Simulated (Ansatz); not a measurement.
## Geometry relaxation of Ta (part 2 of 2)

Continued. System: Ta (slab, 16 atoms in the cell). Method: DFT PBE+D3(BJ), scalar-relativistic, plane waves, PAW, no spin polarisation (Ansatz 0.2.0); cutoff 420 eV, 6×6×1 k-mesh, Gaussian smearing of 0.1 eV. The structure derives from an entry of the Crystallography Open Database. The input holds or restrains some coordinates. Forces given for the steps count only the free coordinates. It belongs to a series of runs on one base structure; here: clean slab, lower half held.

Geometry of the input (Å; fractional positions):
```
5.9137  0.0000  0.0000
-2.9568  5.1214  0.0000
0.0000  0.0000  24.2427
Ta 0.3333  0.1667  0.3506
Ta 0.3333  0.6667  0.3506
Ta 0.8333  0.1667  0.3506
Ta 0.8333  0.6667  0.3506
Ta 0.6667  0.3333  0.4502
Ta 0.6667  0.8333  0.4502
Ta 0.1667  0.3333  0.4502
Ta 0.1667  0.8333  0.4502
Ta -0.0000  0.5000  0.5498
Ta 0.0000  0.0000  0.5498
Ta 0.5000  0.5000  0.5498
Ta 0.5000  0.0000  0.5498
Ta 0.3333  0.6667  0.6494
Ta 0.3333  0.1667  0.6494
Ta 0.8333  0.6667  0.6494
Ta 0.8333  0.1667  0.6494
```

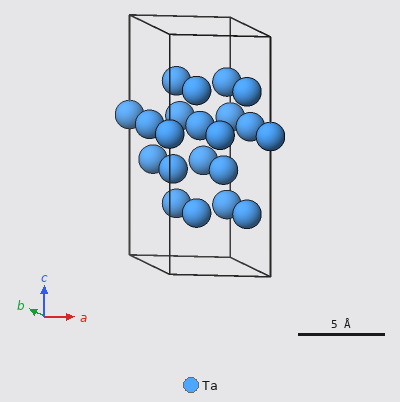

The geometry at step 2 of the log (spheres-only view of the cell of the calculation, with the vacuum cut short, seen slightly off an axis).

### Log, continued
```
SCF iter   1: F=—  HF=-158910.770707 eV  |F-HF|=—  |Δ(HF+E_count)|=         —  Δρ=2.15e-3  dr2=5.67e-1  ethr=2.27e-3  p=-0.005 e·Å  D=-1.18e-3 V/Å  ΔV_dip=0.03 eV  dr2_dipole=2.01e-1  V_vac-E_F(+/−)=4.69/4.66 eV  ⟨swp⟩=2.7  Hψ=1224  notcnv=0  defer=44
efield: sawtooth ramp at fractional position 0.9800 (handed on by an earlier solve), width 0.0400; the density the first Hamiltonian is built on has a dipole p = -0.005 e·Å; the dipole correction subtracts the counter field D = -1.18e-3 V/Å, which shifts the + side's vacuum level by +0.03 eV against the − side's; the planar-averaged density in the ramp window peaks in size at 7.1e-6 e/Å³
preconditioner: auto → LDOS  [metal: Δε(μ)=0.013 eV  Ē_g=3.308 eV  σ=0.100 eV  W_gap=0.07  n_scr=136 (ndim 8)  ℏωp=12.3 eV  f_vac=0.525  D(μ)=29.66/eV (n_scr^D=266)  β→1.0]
SCF iter   2: F=—  HF=-158910.765561 eV  |F-HF|=—  |Δ(HF+E_count)|=   5.15e-3  Δρ=7.48e-4  dr2=1.57e-2  ethr=2.72e-4  p=0.008 e·Å  D=1.86e-3 V/Å  ΔV_dip=-0.05 eV  dr2_dipole=2.41e-3  V_vac-E_F(+/−)=4.62/4.66 eV  ⟨swp⟩=1.4  Hψ=1014  notcnv=0  defer=57
SCF iter   3: F=—  HF=-158910.763861 eV  |F-HF|=—  |Δ(HF+E_count)|=   1.70e-3  Δρ=3.13e-4  dr2=6.35e-3  ethr=7.55e-6  p=-0.001 e·Å  D=-1.67e-4 V/Å  ΔV_dip=0.00 eV  dr2_dipole=1.70e-3  V_vac-E_F(+/−)=4.66/4.66 eV  ⟨swp⟩=3.0  Hψ=1437  notcnv=0  defer=57
SCF iter   4: F=—  HF=-158910.763553 eV  |F-HF|=—  |Δ(HF+E_count)|=   3.08e-4  Δρ=9.69e-5  dr2=6.92e-4  ethr=3.06e-6  p=-0.001 e·Å  D=-1.35e-4 V/Å  ΔV_dip=0.00 eV  dr2_dipole=1.36e-4  V_vac-E_F(+/−)=4.66/4.66 eV  ⟨swp⟩=2.4  Hψ=1143  notcnv=0  defer=57
SCF iter   5: F=—  HF=-158910.763544 eV  |F-HF|=—  |Δ(HF+E_count)|=   8.91e-6  Δρ=3.18e-5  dr2=7.17e-5  ethr=3.33e-7  p=-0.001 e·Å  D=-2.78e-4 V/Å  ΔV_dip=0.01 eV  dr2_dipole=2.66e-5  V_vac-E_F(+/−)=4.66/4.66 eV  ⟨swp⟩=1.7  Hψ=979  notcnv=0  defer=57
SCF iter   6: F=—  HF=-158910.763672 eV  |F-HF|=—  |Δ(HF+E_count)|=   1.28e-4  Δρ=8.97e-6  dr2=4.41e-6  ethr=3.45e-8  p=-0.002 e·Å  D=-3.90e-4 V/Å  ΔV_dip=0.01 eV  dr2_dipole=1.30e-6  V_vac-E_F(+/−)=4.67/4.66 eV  ⟨swp⟩=1.7  Hψ=988  notcnv=0  defer=57
SCF iter   7: F=—  HF=-158910.763673 eV  |F-HF|=—  |Δ(HF+E_count)|=   4.96e-7  Δρ=3.03e-6  dr2=2.16e-7  ethr=2.12e-9  p=-0.002 e·Å  D=-4.47e-4 V/Å  ΔV_dip=0.01 eV  dr2_dipole=2.70e-8  V_vac-E_F(+/−)=4.67/4.66 eV  ⟨swp⟩=2.0  Hψ=1075  notcnv=0  defer=57
SCF iter   8: F=-158910.763673 eV  HF=-158910.763673 eV  |F-HF|=6.61e-9  |Δ(HF+E_count)|=   1.28e-7  Δρ=8.74e-7  dr2=1.55e-8  ethr=4.81e-11  p=-0.002 e·Å  D=-4.54e-4 V/Å  ΔV_dip=0.01 eV  dr2_dipole=2.54e-9  V_vac-E_F(+/−)=4.67/4.66 eV  ⟨swp⟩=21.1  Hψ=7923  notcnv=0
SCF 3 converged in 8 iterations: F = -158910.763673 eV  dr2 = 1.55e-8
relax step   3: F+E_penalty+E_count = -158910.76367281 eV  Δ(F+E_penalty+E_count) = -2.234e-3 eV  max|allowed force component| = 1.117e-3 eV/Å  Δτ_max = 0.0203 Å  (8 SCF iters, accepted)
SCF converged after 8 iterations
Free energy (F): -158910.763673 eV
Harris-Foulkes:  -158910.763673 eV  (|F-HF|=6.61e-9)
Internal energy: -158910.617434 eV  (E = F + TS)
E sigma→0 (E₀):  -158910.690553 eV
Entropy (-TS):   -0.146239 eV (-9.140 meV/atom)
Fermi energy:    4.796430 eV
Dipole field:    D = -0.000490 V/Å  (p = -0.001988 e·Å, saw-weighted, corrected)
Work function:   Φ+ = 4.6681 eV   Φ− = 4.6563 eV
Levels:          The Fermi level and band energies are counted from a zero that moves with the ramp; work functions are not
--- Per-component energies (eV) ---
  E_band       = -4620.882832
  E_kinetic    = 5824.755664
  E_local      = -202197.452357  (includes V_loc(G=0)·N_el)
  E_nonlocal   = 231.181755
  E_hartree    = 98280.459411
  E_xc         = -3478.538415
  E_vxc        = -3242.046711  (∫ρ·V_xc dr)
  E_paw        = -134340.154257  (= ΣΔE_a)
  E_vpaw       = -1798.277177  (= ΣTr[D̂ρ^β])
  E_aug_tail   = 0.002540  (compensation charges beyond the density's cutoff)
  E_efield     = 0.000000  (sawtooth field / dipole correction)
  E_vefield    = 0.000712  (∫n·V_field dr)
  E_ewald      = 76776.697587
  E_disp       = -7.569362  (pairwise vdW)
  E_smearing   = -0.146239  (= −TS)
  E_closure    = 0.000000  (closes the sum)
  Σ components = -158910.763673   (vs F -158910.763673, Δ=0.00e0)
--- Forces (eV/Å), atoms counted from 1 ---
  atom   1  Ta     0.00000000    -0.00000000    -0.07297065
  atom   2  Ta     0.00000000    -0.00000000    -0.07297065
  atom   3  Ta    -0.00000000    -0.00000000    -0.07297065
  atom   4  Ta    -0.00000000    -0.00000000    -0.07297065
  atom   5  Ta     0.00000000    -0.00000000     0.07199715
  atom   6  Ta    -0.00000000    -0.00000000     0.07199715
  atom   7  Ta    -0.00000000    -0.00000000     0.07199715
  atom   8  Ta    -0.00000000    -0.00000000     0.07199715
  atom   9  Ta     0.00000000     0.00000000     0.00111744
  atom  10  Ta     0.00000000     0.00000000     0.00111744
  atom  11  Ta    -0.00000000     0.00000000     0.00111744
  atom  12  Ta    -0.00000000     0.00000000     0.00111744
  atom  13  Ta     0.00000000     0.00000000    -0.00014340
  atom  14  Ta     0.00000000     0.00000000    -0.00014340
  atom  15  Ta    -0.00000000     0.00000000    -0.00014340
  atom  16  Ta    -0.00000000     0.00000000    -0.00014340
  max |Σ_I F_I| component: 2.19e-6 eV/Å
--- Band table (eV; the first three rows and the last of 7) ---
  k-point 0: bands = ["-62.9164", "-62.9124", "-62.8468", "-62.8468", "-62.8468", "-62.8426", "-62.8426", "-62.8426", "-62.8084", "-62.7617", "-62.7310", "-62.7310", "-62.7310", "-62.7152", "-62.7152", "-62.7152", "-29.8876", "-29.8876", "-29.8876", "-29.8612", "-29.8208", "-29.8208", "-29.8208", "-29.8010", "-29.8010", "-29.8010", "-29.7571", "-29.7571", "-29.7571", "-29.6747", "-29.4157", "-29.4157", "-29.4157", "-29.3561", "-29.3561", "-29.3561", "-29.3196", "-29.2213", "-29.2213", "-29.2213", "-29.1996", "-29.1996", "-29.1996", "-29.1592", "-29.1592", "-29.1592", "-29.0771", "-29.0771", "-29.0771", "-29.0499", "-29.0499", "-29.0499", "-28.9949", "-28.9949", "-28.9949", "-28.9634", "-28.9634", "-28.9598", "-28.9473", "-28.9473", "-28.8909", "-28.8909", "-28.8355", "-28.8355", "-3.0311", "-1.8652", "-0.6258", "-0.0689", "0.4185", "0.4185", "0.4185", "0.5153", "0.5153", "0.5153", "1.2524", "1.2524", "1.2524", "1.2990", "1.2990", "1.2990", "1.5537", "1.5537", "1.5537", "2.3873", "2.3873", "2.3873", "3.4562", "3.4562", "3.4562", "4.0756", "4.2410", "4.4629", "4.4629", "4.4629", "4.7274", "4.8174", "4.8227", "4.8227", "4.8227", "5.0833", "5.0833", "5.2581", "5.2581", "5.2581", "5.3264", "5.3350", "5.3350", "5.3350", "5.3615", "5.3615", "5.4992", "5.4992", "5.6904", "5.6904", "6.2853", "6.2853", "6.2853", "6.4658", "6.4658", "6.4658", "6.5655", "6.5655", "6.5655", "8.1104", "8.1104"]
  k-point 1: bands = ["-62.9118", "-62.9077", "-62.8515", "-62.8473", "-62.8468", "-62.8468", "-62.8426", "-62.8426", "-62.8036", "-62.7582", "-62.7371", "-62.7310", "-62.7310", "-62.7174", "-62.7151", "-62.7151", "-29.8574", "-29.8574", "-29.8417", "-29.8364", "-29.7936", "-29.7936", "-29.7839", "-29.7717", "-29.7717", "-29.7499", "-29.7299", "-29.7299", "-29.7081", "-29.6661", "-29.4501", "-29.4254", "-29.4254", "-29.3601", "-29.3588", "-29.3588", "-29.3266", "-29.2385", "-29.2385", "-29.2278", "-29.2278", "-29.2056", "-29.1846", "-29.1636", "-29.1636", "-29.1455", "-29.1270", "-29.1270", "-29.0648", "-29.0362", "-29.0362", "-29.0357", "-29.0270", "-29.0231", "-29.0231", "-29.0063", "-28.9839", "-28.9829", "-28.9803", "-28.9620", "-28.9163", "-28.9035", "-28.8898", "-28.8456", "-2.7834", "-1.6242", "-0.3716", "0.1942", "0.3080", "0.5562", "0.5890", "0.5890", "0.6963", "0.6963", "1.1178", "1.3806", "1.3806", "1.5270", "1.6073", "1.6073", "1.6977", "1.7199", "1.7199", "2.4945", "2.5031", "2.5031", "3.4117", "3.4117", "3.4659", "3.9327", "4.1309", "4.4605", "4.5382", "4.5382", "4.5746", "4.5888", "4.5888", "4.6458", "4.6733", "4.8482", "4.9521", "4.9521", "5.0885", "5.2091", "5.2091", "5.2376", "5.2822", "5.3044", "5.3074", "5.4195", "5.5236", "5.6289", "5.7165", "5.7538", "5.8985", "5.8985", "5.9108", "6.1525", "6.1525", "6.1724", "6.5174", "6.5621", "6.5621", "7.6328", "7.6867"]
  k-point 2: bands = ["-62.8991", "-62.8951", "-62.8643", "-62.8602", "-62.8468", "-62.8468", "-62.8426", "-62.8426", "-62.7904", "-62.7524", "-62.7488", "-62.7311", "-62.7311", "-62.7248", "-62.7151", "-62.7151", "-29.7879", "-29.7814", "-29.7814", "-29.7295", "-29.7295", "-29.7191", "-29.7004", "-29.7004", "-29.6951", "-29.6675", "-29.6675", "-29.6461", "-29.6222", "-29.5909", "-29.4718", "-29.4599", "-29.4599", "-29.3777", "-29.3777", "-29.3659", "-29.3508", "-29.2923", "-29.2923", "-29.2656", "-29.2656", "-29.2096", "-29.2096", "-29.1843", "-29.1786", "-29.1708", "-29.1708", "-29.1457", "-29.1430", "-29.1110", "-29.1077", "-29.1028", "-29.1028", "-29.0310", "-29.0253", "-29.0235", "-29.0212", "-29.0212", "-29.0028", "-29.0019", "-28.9540", "-28.9403", "-28.9380", "-28.8738", "-2.0928", "-0.9717", "-0.2021", "0.2994", "0.4324", "0.8961", "1.0125", "1.0125", "1.1315", "1.1445", "1.1445", "1.7248", "1.7248", "1.8023", "2.1027", "2.1704", "2.1704", "2.3331", "2.3331", "2.7985", "2.8732", "2.8732", "3.1995", "3.1995", "3.4181", "3.5067", "3.8377", "3.8710", "4.0257", "4.0257", "4.1582", "4.2396", "4.2810", "4.2810", "4.5118", "4.6311", "4.6821", "4.6821", "4.7484", "4.8583", "4.9087", "4.9087", "4.9944", "5.1016", "5.1863", "5.1863", "5.2331", "5.2869", "5.3752", "5.3752", "5.6498", "5.7497", "5.8576", "5.9358", "6.3234", "6.3916", "6.3916", "6.5376", "6.6307", "7.0811", "7.2695"]
  k-point 6: bands = ["-62.8730", "-62.8730", "-62.8730", "-62.8689", "-62.8689", "-62.8689", "-62.8381", "-62.8338", "-62.7623", "-62.7623", "-62.7623", "-62.7305", "-62.7305", "-62.7305", "-62.7153", "-62.7152", "-29.6802", "-29.6802", "-29.6802", "-29.6559", "-29.6446", "-29.6446", "-29.6446", "-29.6415", "-29.6410", "-29.5609", "-29.5607", "-29.5589", "-29.5296", "-29.5296", "-29.5296", "-29.4490", "-29.4490", "-29.4490", "-29.4435", "-29.4414", "-29.3961", "-29.3961", "-29.3961", "-29.3240", "-29.3240", "-29.3240", "-29.3113", "-29.2453", "-29.1638", "-29.1638", "-29.1638", "-29.1151", "-29.1151", "-29.1151", "-29.1122", "-29.1122", "-29.1122", "-29.0968", "-29.0953", "-29.0437", "-29.0437", "-29.0437", "-29.0233", "-29.0233", "-29.0233", "-28.9499", "-28.9499", "-28.9499", "-0.5453", "-0.5453", "-0.5453", "0.3560", "0.3560", "0.3560", "1.5108", "1.5108", "1.5108", "2.1606", "2.1646", "2.2622", "2.3561", "2.3561", "2.3561", "2.5665", "2.5795", "2.9604", "2.9604", "2.9604", "2.9961", "2.9961", "2.9961", "3.0199", "3.1550", "3.1970", "3.1970", "3.1970", "3.4885", "3.4885", "3.4885", "3.8289", "3.8289", "3.8289", "3.9455", "3.9455", "3.9455", "4.1596", "4.1632", "4.5480", "4.5480", "4.5480", "4.5916", "4.5917", "4.6650", "4.6675", "5.6061", "5.6061", "5.6061", "5.7909", "5.7909", "5.7909", "6.2511", "6.2511", "6.2511", "6.3316", "6.3316", "6.3316", "6.9148", "7.2333", "7.2634"]
--- Relaxed structure (3 steps of the walk, 2 accepted, 0 SCFs on fresh bases) ---
  F+E_penalty+E_count = -158910.76367281 eV   max|allowed force component| = 1.117e-3 eV/Å
  atoms:
    - { symbol: Ta, position: [0.33333333333333337, 0.16666666666666666, 0.35062029210000006] }
    - { symbol: Ta, position: [0.33333333333333337, 0.6666666666666666, 0.35062029210000006] }
    - { symbol: Ta, position: [0.8333333333333335, 0.16666666666666666, 0.35062029210000006] }
    - { symbol: Ta, position: [0.8333333333333335, 0.6666666666666666, 0.35062029210000006] }
    - { symbol: Ta, position: [0.6666666666666667, 0.33333333333333337, 0.4502067640000001] }
    - { symbol: Ta, position: [0.6666666666666667, 0.8333333333333333, 0.4502067640000001] }
    - { symbol: Ta, position: [0.16666666666666666, 0.33333333333333337, 0.4502067640000001] }
    - { symbol: Ta, position: [0.16666666666666657, 0.8333333333333333, 0.4502067640000001] }
    - { symbol: Ta, position: [-5.551115123125783e-17, 0.5, 0.5501073507294196] }
    - { symbol: Ta, position: [5.809924758959612e-18, 1.046336720167841e-17, 0.5501073507294196] }
    - { symbol: Ta, position: [0.5, 0.5, 0.5501073507294196] }
    - { symbol: Ta, position: [0.5000000000000001, 1.046336720167841e-17, 0.5501073507294196] }
    - { symbol: Ta, position: [0.33333333333333337, 0.6666666666666666, 0.6502162830127027] }
    - { symbol: Ta, position: [0.33333333333333337, 0.16666666666666666, 0.6502162830127027] }
    - { symbol: Ta, position: [0.8333333333333335, 0.6666666666666666, 0.6502162830127027] }
    - { symbol: Ta, position: [0.8333333333333335, 0.16666666666666666, 0.6502162830127027] }
```

### Trajectory as extended XYZ (Å, eV, eV/Å), 3 frames, from step=1 to step=3
```
16
Lattice="5.9137 0.0000 0.0000 -2.9568 5.1214 0.0000 0.0000 0.0000 24.2427" Properties=species:S:1:pos:R:3:forces:R:3 step=1 energy=-158910.76144
Ta    1.4784    0.8536    8.5000    0.0000   0.0000  -0.0633
Ta    0.0000    3.4143    8.5000    0.0000   0.0000  -0.0633
Ta    4.4353    0.8536    8.5000    0.0000   0.0000  -0.0633
Ta    2.9568    3.4143    8.5000    0.0000   0.0000  -0.0633
Ta    2.9568    1.7071   10.9142    0.0000   0.0000   0.0222
Ta    1.4784    4.2678   10.9142    0.0000   0.0000   0.0222
Ta    0.0000    1.7071   10.9142    0.0000   0.0000   0.0222
Ta   -1.4784    4.2678   10.9142    0.0000   0.0000   0.0222
Ta   -1.4784    2.5607   13.3285    0.0000   0.0000  -0.0221
Ta    0.0000    0.0000   13.3285    0.0000   0.0000  -0.0221
Ta    1.4784    2.5607   13.3285    0.0000   0.0000  -0.0221
Ta    2.9568    0.0000   13.3285    0.0000   0.0000  -0.0221
Ta    0.0000    3.4143   15.7427    0.0000   0.0000   0.0633
Ta    1.4784    0.8536   15.7427    0.0000   0.0000   0.0633
Ta    2.9568    3.4143   15.7427    0.0000   0.0000   0.0633
Ta    4.4353    0.8536   15.7427    0.0000   0.0000   0.0633
16
Lattice="5.9137 0.0000 0.0000 -2.9568 5.1214 0.0000 0.0000 0.0000 24.2427" Properties=species:S:1:pos:R:3:forces:R:3 step=2 energy=-158910.75642 accepted=F
Ta    1.4784    0.8536    8.5000    0.0000   0.0000  -0.0926
Ta    0.0000    3.4143    8.5000    0.0000   0.0000  -0.0926
Ta    4.4353    0.8536    8.5000    0.0000   0.0000  -0.0926
Ta    2.9568    3.4143    8.5000    0.0000   0.0000  -0.0926
Ta    2.9568    1.7071   10.9142    0.0000   0.0000   0.1834
Ta    1.4784    4.2678   10.9142    0.0000   0.0000   0.1834
Ta    0.0000    1.7071   10.9142    0.0000   0.0000   0.1834
Ta   -1.4784    4.2678   10.9142    0.0000   0.0000   0.1834
Ta   -1.4784    2.5607   13.3537    0.0000   0.0000   0.0077
Ta    0.0000    0.0000   13.3537    0.0000   0.0000   0.0077
Ta    1.4784    2.5607   13.3537    0.0000   0.0000   0.0077
Ta    2.9568    0.0000   13.3537    0.0000   0.0000   0.0077
Ta    0.0000    3.4143   15.8011    0.0000   0.0000  -0.0985
Ta    1.4784    0.8536   15.8011    0.0000   0.0000  -0.0985
Ta    2.9568    3.4143   15.8011    0.0000   0.0000  -0.0985
Ta    4.4353    0.8536   15.8011    0.0000   0.0000  -0.0985
16
Lattice="5.9137 0.0000 0.0000 -2.9568 5.1214 0.0000 0.0000 0.0000 24.2427" Properties=species:S:1:pos:R:3:forces:R:3 step=3 energy=-158910.76367
Ta    1.4784    0.8536    8.5000    0.0000   0.0000  -0.0730
Ta    0.0000    3.4143    8.5000    0.0000   0.0000  -0.0730
Ta    4.4353    0.8536    8.5000    0.0000   0.0000  -0.0730
Ta    2.9568    3.4143    8.5000    0.0000   0.0000  -0.0730
Ta    2.9568    1.7071   10.9142    0.0000   0.0000   0.0720
Ta    1.4784    4.2678   10.9142    0.0000   0.0000   0.0720
Ta    0.0000    1.7071   10.9142    0.0000   0.0000   0.0720
Ta   -1.4784    4.2678   10.9142    0.0000   0.0000   0.0720
Ta   -1.4784    2.5607   13.3361    0.0000   0.0000   0.0011
Ta    0.0000    0.0000   13.3361    0.0000   0.0000   0.0011
Ta    1.4784    2.5607   13.3361    0.0000   0.0000   0.0011
Ta    2.9568    0.0000   13.3361    0.0000   0.0000   0.0011
Ta    0.0000    3.4143   15.7630    0.0000   0.0000  -0.0001
Ta    1.4784    0.8536   15.7630    0.0000   0.0000  -0.0001
Ta    2.9568    3.4143   15.7630    0.0000   0.0000  -0.0001
Ta    4.4353    0.8536   15.7630    0.0000   0.0000  -0.0001
```

### Summary

| quantity | value |
| --- | --- |
| outcome | converged under the restraints of the input |
| electrons treated | 208 |
| free energy | −158910.7637 eV |
| work function, top face | 4.67 eV |
| work function, bottom face | 4.66 eV |
| Fermi energy | 4.796 eV |
| gap on the k-point mesh | none (metallic) |
| final volume | 734.22 Å³ |
| work function (upper face) | 4.67 eV |
| largest force (length of the vector) at the end, held atoms and coordinates included | 0.073 eV/Å |
| hardware | 2 threads of Arm Neoverse V2, 24 GiB of memory available, shared host |
| wall time | 2.3 min (CPU time 4.5 min) |
| peak memory | 1.4 GiB |

### Notes

Spin–orbit coupling is left out, which matters for Ta.
